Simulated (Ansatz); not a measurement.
## Wannier-function calculation of CdS

CdS (F-43m, 2 atoms in the cell), computed with maximally localised Wannier functions of r2SCAN bands, plane waves, PAW, no spin polarisation (Ansatz 0.2.0).

The structure derives from an entry of the Crystallography Open Database. The geometry comes from this level: r2SCAN. It belongs to a series of runs on one base structure; here: anion s p.

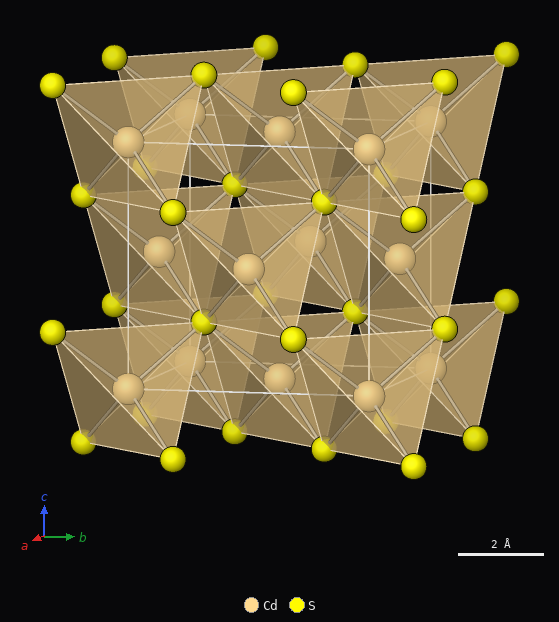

**Figure 1.** The input geometry (polyhedral view of the cell 4 times as large as that of the calculation, set on its symmetry axes, seen slightly off an axis; polyhedra are completed across the faces of the cell).

**Results in brief**

- outcome: converged
- space group (tolerance 0.01 Å): F-43m (216)
- electrons treated: 26
- free energy: −9175.6087 eV
- total spread of the Wannier functions: 7.899 Å²
- Fermi energy: 6.319 eV
- gap on the k-point mesh: 1.54 eV
- hardware: 4 threads of Arm Neoverse N1, 98 GiB of memory available, shared host
- wall time: 5.6 s (CPU time 19 s)
- peak memory: 0.43 GiB

**Input**
```yaml
crystal:
  lattice:
    - [0.0, 2.9392138883, 2.9392138883]
    - [2.9392138883, 0.0, 2.9392138883]
    - [2.9392138883, 2.9392138883, 0.0]
  atoms:
    - { symbol: Cd, position: [0.0, 0.0, 0.0] }
    - { symbol: S, position: [0.25, 0.25, 0.25] }
kpoints:
  mp_grid: { grid: [6, 6, 6] }
  band_path:
    path:
      - [[0.0, 0.0, 0.0], [-0.5, -0.5, -7.54108723815e-34], [-0.375, -0.375, 0.25]]
      - [[-0.375, -7.545678896639e-17, 0.375], [0.0, 0.0, 0.0], [1.412652577036e-17, 1.412652577036e-17, 0.5], [-0.5, -0.25, 0.25], [-0.5, -0.5, -7.54108723815e-34]]
    npoints: 10
hamiltonian:
  xc: r2scan
scf:
  occupations: { method: fixed }
  n_extra_bands: 6
output:
  forces: false
  stress: false
  eigenvalues: true
  wannier:
    kmesh: [6, 6, 6]
    projections: [{ species: S, l: s, shell: 3 }, { species: S, l: p, shell: 3 }]
    minimise: true
    write_hr: true
    conv_tol: 1.0e-08
    max_iter: 3000
  write_density: true
  write_potential: true
  elf: true
  volumetric_format: npy
```

**File wannier.win**
```
! ansatz wannier90 interface
! projections by site (counted from 0) and shell: 1 3S, 1 3P
! states of the run's bands (counted from 1): 5-5, 11-13
! their least projectability: 0.7862
num_bands = 4
num_wann  = 4
num_iter  = 2000
conv_tol = 1e-8
conv_window = 5
guiding_centres = true
write_hr = true

begin unit_cell_cart
Ang
                      0.0             2.9392138883             2.9392138883
             2.9392138883                      0.0             2.9392138883
             2.9392138883             2.9392138883                      0.0
end unit_cell_cart

begin atoms_frac
Cd                       0.0                      0.0                      0.0
S                       0.25                     0.25                     0.25
end atoms_frac

mp_grid = 6 6 6
```

Launch command:
```bash
ansatz run input.yaml --threads 4 --pin off --max-ram 3686MiB --backend cpu --events-out ev --progress --plain --runs-dir out
```

**The program's output**
```
scf.n_extra_bands = 6 over 13 filled bands (N_el = 26.0): the run solves 19 bands
Engine: ansatz 0.2.0, aarch64-unknown-linux-gnu
Pseudopotentials: kind: paw
Pseudopotential: Cd, paw, valence charge 20, recommended cutoff 500 eV (meta_gga), Cd.paw.azcp
Pseudopotential: S, paw, valence charge 6, recommended cutoff 500 eV (meta_gga), S.paw.azcp
Functional definition: r2SCAN
  parameter k0 = 0.174
  parameter k1 = 0.065
  parameter a1 = 4.9479
  exchange = r2scan_x(k0 = k0, k1 = k1, a1 = a1)
  correlation = r2scan_c
Crystal: 2 atoms, lattice volume = 50.784 Å³
Basis set: ecut = 500 eV, 1243 PW (Γ), exchange–correlation on 128×128×128 points (64 copies of the dense FFT grid, shifted against one another)
Bands: 19, of which v1, the nominal top of the filled ones, is band 13 counted from 1 (12 counted from 0)
Symmetry: 24 space group operations
Space group: F-43m (ITA 216), of the structure as read, at distance tolerance 3.7e-5 Å
k-points: 16 of 216 (time reversal used)
Non-local potential: Cd, projectors of the file, l = 0: 3, l = 1: 2, l = 2: 2, l = 3: 1
Non-local potential: S, projectors of the file, l = 0: 2, l = 1: 2, l = 2: 2
PAW form: soft (Blöchl's): semilocal exchange-correlation on the pseudo side does not see the compensation charge
PAW frozen core: Cd, regenerated for the run's functional (the file was generated under x = pbe(κ = 0.804, μ = 0.2195149727645171), c = pbe(β = 0.06672455060314922))
PAW frozen core: S, regenerated for the run's functional (the file was generated under x = pbe(κ = 0.804, μ = 0.2195149727645171), c = pbe(β = 0.06672455060314922))
PAW one-centre angular grid: Cd, 590 points (default); XC on 160 Gauss nodes
PAW one-centre angular grid: S, 302 points (default); XC on 160 Gauss nodes
Initial density: superposition of atomic densities (neutral atoms: chi_scale 0, normalization atom), corrected by the library's trained network
Initial wavefunctions: pseudopotential atomic-orbital guess
Functional: x = r2scan, c = r2scan; τ floored in thin density (d = 2e-4 eV/Å³)
SCF iter   1: F=—  HF=-9175.597271 eV  |F-HF|=—  |Δ(HF+E_count)|=         —  Δρ=5.97e-3  dr2=9.57e-3  dr2_τ=1.59e-2  ethr=1.77e-3  ⟨swp⟩=4.9  Hψ=1279  notcnv=0  defer=61
preconditioner: auto → none  [insulator: Δε(μ)=1.518 eV  Ē_g=14.651 eV  n_scr=14 (ndim 8)  ℏωp=22.1 eV  f_vac=0.140  ε∞_Penn≈3.3]
SCF iter   2: F=—  HF=-9175.607887 eV  |F-HF|=—  |Δ(HF+E_count)|=   1.06e-2  Δρ=3.06e-3  dr2=2.04e-3  dr2_τ=4.37e-4  ethr=3.68e-5  ⟨swp⟩=3.6  Hψ=675  notcnv=0  defer=61
SCF iter   3: F=—  HF=-9175.608598 eV  |F-HF|=—  |Δ(HF+E_count)|=   7.11e-4  Δρ=1.31e-3  dr2=4.61e-4  dr2_τ=4.91e-5  ethr=7.86e-6  ⟨swp⟩=2.2  Hψ=431  notcnv=0  defer=61
SCF iter   4: F=—  HF=-9175.608715 eV  |F-HF|=—  |Δ(HF+E_count)|=   1.18e-4  Δρ=6.23e-5  dr2=9.18e-7  dr2_τ=1.67e-7  ethr=1.77e-6  ⟨swp⟩=3.0  Hψ=522  notcnv=0  defer=61
SCF iter   5: F=—  HF=-9175.608701 eV  |F-HF|=—  |Δ(HF+E_count)|=   1.45e-5  Δρ=1.41e-5  dr2=5.03e-8  dr2_τ=1.53e-8  ethr=3.53e-9  ⟨swp⟩=2.0  Hψ=423  notcnv=0  defer=27
SCF iter   6: F=-9175.608701 eV  HF=-9175.608701 eV  |F-HF|=1.85e-9  |Δ(HF+E_count)|=   7.49e-8  Δρ=2.80e-6  dr2=4.27e-9  dr2_τ=2.51e-10  ethr=1.93e-10  ⟨swp⟩=6.0  Hψ=1366  notcnv=0
SCF 1 converged in 6 iterations: F = -9175.608701 eV  dr2 = 4.27e-9
  greatest PAW one-centre occupation: 1.002 electrons in one spin orbital (limit 2), on the Cd atom at site 0 (counted from 0), in its partial waves of l = 1
```

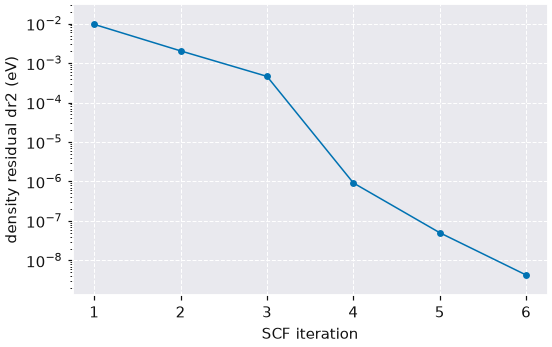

**Figure 2.** Convergence of the self-consistent field: density residual dr2 against the SCF iteration. The residual falls at every step.

```
NSCF: frozen V_eff on 62 k-points
NSCF: frozen V_eff on 19 k-points
the Wannier pass solved 19 of the 216 points of its mesh, and has the states at the others by symmetry: states obtained by the crystal's operations at points that were solved too leave a residual of 5.83e-13 eV (read by the count's bands and the next), within 6.67e-6 eV
SCF converged after 6 iterations
Free energy (F): -9175.608701 eV
Harris-Foulkes:  -9175.608701 eV  (|F-HF|=1.85e-9)
Internal energy: -9175.608701 eV  (E = F + TS)
E sigma→0 (E₀):  -9175.608701 eV
Fermi energy:    6.318778 eV
--- Per-component energies (eV) ---
  E_band       = -540.952257
  E_kinetic    = 611.715709
  E_local      = -4049.121147  (includes V_loc(G=0)·N_el)
  E_nonlocal   = 63.149029
  E_hartree    = 1859.202030
  E_xc         = -259.878529
  E_vxc        = -340.101496  (∫ρ·V_xc dr)
  E_paw        = -4715.923730  (= ΣΔE_a)
  E_vpaw       = -566.722346  (= ΣTr[D̂ρ^β])
  E_aug_tail   = 0.000007  (compensation charges beyond the density's cutoff)
  E_vtau       = 21.725895  (kinetic-family band-sum trace: ∫τ·v_τ [+ j·A + Jᵃ·Aᵃ] dr)
  E_ewald      = -2684.077532
  E_core_change = -0.674537  (= ΣΔE_core)
  E_smearing   = -0.000000  (= −TS)
  E_closure    = 0.000000  (closes the sum)
  Σ components = -9175.608701   (vs F -9175.608701, Δ=0.00e0)
--- Band table (eV; the first three rows and the last of 16) ---
  k-point 0: bands = ["-97.7192", "-57.8823", "-57.8823", "-57.8823", "-6.3994", "-1.5978", "-1.5978", "-1.5978", "-1.1262", "-1.1262", "6.3188", "6.3188", "6.3188", "7.8605", "13.3867", "13.3867", "13.3867", "18.1533", "18.2030"]
  k-point 1: bands = ["-97.7193", "-57.8825", "-57.8823", "-57.8823", "-6.2976", "-1.5610", "-1.5610", "-1.4923", "-1.1266", "-1.1266", "4.8748", "6.1207", "6.1207", "8.9906", "12.9773", "13.7003", "13.7003", "17.4004", "17.4004"]
  k-point 2: bands = ["-97.7193", "-57.8828", "-57.8824", "-57.8824", "-6.0931", "-1.5000", "-1.5000", "-1.1208", "-1.1100", "-1.1100", "2.9827", "5.7578", "5.7578", "9.7176", "13.4198", "13.8890", "13.8890", "17.6649", "17.8331"]
  k-point 15: bands = ["-97.7193", "-57.8828", "-57.8826", "-57.8826", "-5.8664", "-1.3647", "-1.3294", "-1.2014", "-1.0856", "-0.5592", "2.5094", "4.2069", "4.2378", "11.3664", "11.8315", "15.0034", "15.0977", "17.9750", "19.8958"]
Wannier search: line search 1 of at most 3000: gauge-dependent spread (as the search counts it) 1.6950227 Å², largest recent change 7.2e-2 Å² and fall left 8.2e-5 Å² against conv_tol 1.0e-8 Å², 0 stops escaped
```

**File rho_z.tsv**
```
# z_ang	rho[e/angstrom^3]
# format = ansatz-planar-average/11
# lattice	0.000000000	2.939213888	2.939213888
# lattice	2.939213888	0.000000000	2.939213888
# lattice	2.939213888	2.939213888	0.000000000
# sites	2
# site	48	0.000000000	0.000000000	0.000000000
# site	16	1.469606944	1.469606944	1.469606944
0.000000	1.498950e0
0.129896	1.469743e0
0.259792	1.335590e0
0.389688	1.134580e0
0.519585	9.135597e-1
0.649481	7.120161e-1
0.779377	5.528979e-1
0.909273	4.416208e-1
1.039169	3.709498e-1
1.169065	3.281024e-1
1.298961	3.005070e-1
1.428857	2.784400e-1
1.558754	2.554350e-1
1.688650	2.284358e-1
1.818546	1.978472e-1
1.948442	1.664286e-1
2.078338	1.374070e-1
2.208234	1.130637e-1
2.338130	9.433618e-2
2.468026	8.126229e-2
2.597923	7.376624e-2
2.727819	7.235745e-2
2.857715	7.862780e-2
2.987611	9.616243e-2
3.117507	1.324857e-1
3.247403	2.003547e-1
3.377299	3.151308e-1
3.507195	4.873815e-1
3.637092	7.138621e-1
3.766988	9.718042e-1
3.896884	1.220267e0
4.026780	1.409867e0
```

**File wannier.spreads.toml**
```
omega_i_ang2 = 7.551479711687634
omega_d_ang2 = 0.0013455006168659805
omega_od_ang2 = 0.346262923078128
omega_total_ang2 = 7.899088135382628
least_projectability = 0.786192503622703
b_vectors_match_mmn = true
n_iter = 22
converged = true
rejected_fitted_steps = 1

[[wannier]]
r = [1.120931248230957, 1.1209312480364626, 1.1209312481146483]
spread = 1.9747720336874623

[[wannier]]
r = [1.8182826402957413, 1.8182826401283656, 1.1209312481983291]
spread = 1.9747720337515133

[[wannier]]
r = [1.8182826400614818, 1.1209312482442122, 1.818282640334794]
spread = 1.974772033955679

[[wannier]]
r = [1.120931248036049, 1.8182826402129073, 1.8182826400115149]
spread = 1.9747720339881623

[[curvature_check]]
after_line_search = 8
omega_tilde_before_ang2 = 1.6948497238440074
krylov_steps = 26
lowest_ritz_value_ang2 = -1.7566056693406928
residual_ang2 = 5.414237052124057e-9
settled = true
first_negative_step = 2
curvature_along_ang2 = -0.5806789493119221
angle_rad = 1.5707963267948968
omega_tilde_after_ang2 = 0.9949316805362337
outcome = "escaped"

[[curvature_check]]
after_line_search = 22
omega_tilde_before_ang2 = 0.347608423694994
krylov_steps = 14
lowest_ritz_value_ang2 = 1.2841368696846318
residual_ang2 = 9.114608318562479e-9
settled = true
outcome = "no-negative-curvature"
```

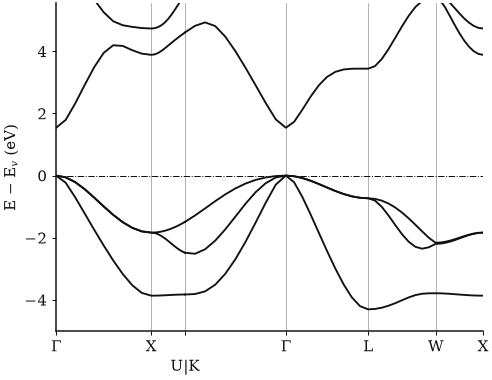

**Figure 3.** Band structure along Γ–X–U|K–Γ–L–W–X, with energies from the valence-band top. There is a gap of 1.54 eV on this path, direct, at Γ.

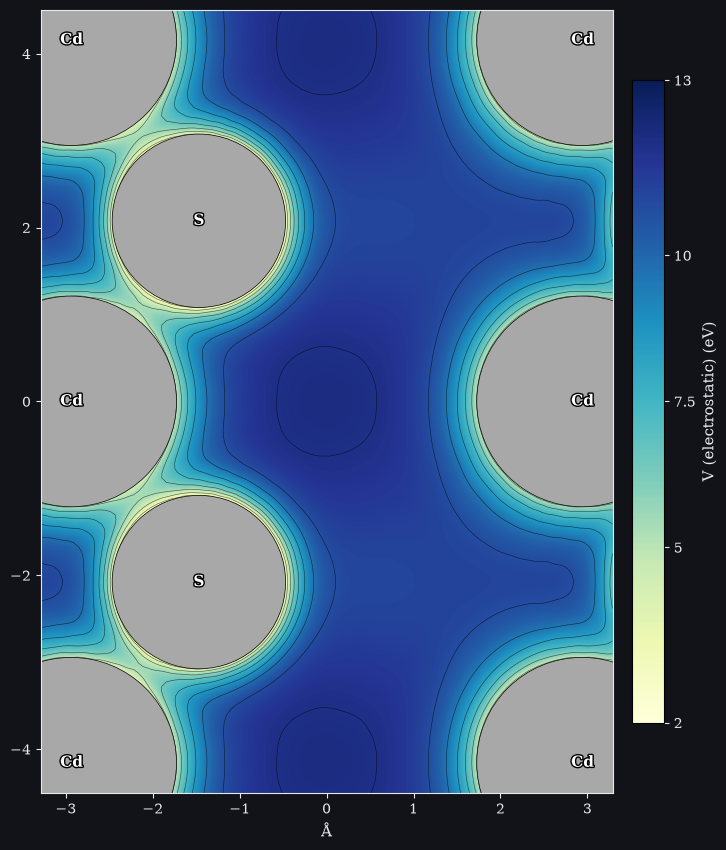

**Figure 4.** Electrostatic potential (local pseudopotential plus Hartree) felt by an electron on the (110) plane of the conventional cell. Grey discs, where drawn, cover atomic cores. Atoms in the plane: Cd and S. Outside the cores the potential energy rises away from the atoms and is highest about 2.5 Å from the nearest atoms; outside the discs it spans about 10 eV, and its zero is arbitrary. Core electrons are frozen (PAW), so the fields are smoothed inside the atomic spheres.

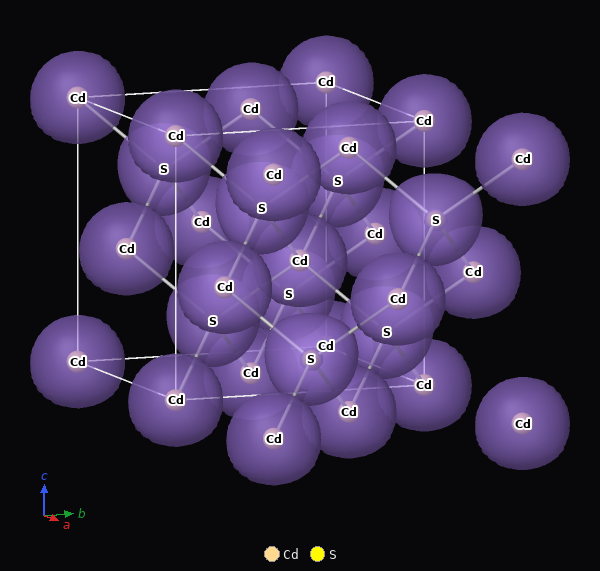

**Figure 5.** Isosurface of the valence electron density at 0.5 e/Å³ (purple), seen slightly off an axis. Sticks mark near contacts. The outline is the cell set on symmetry axes. At this value the density breaks into separate islands; it holds about 80 % of the electrons treated as valence (semicore included). It is pinched off along the Cd–S (2.55 Å) contacts. On the grid the lowest density along these lines, outside the cores, is 0.4 e/Å³ (Cd–S, 2.55 Å).
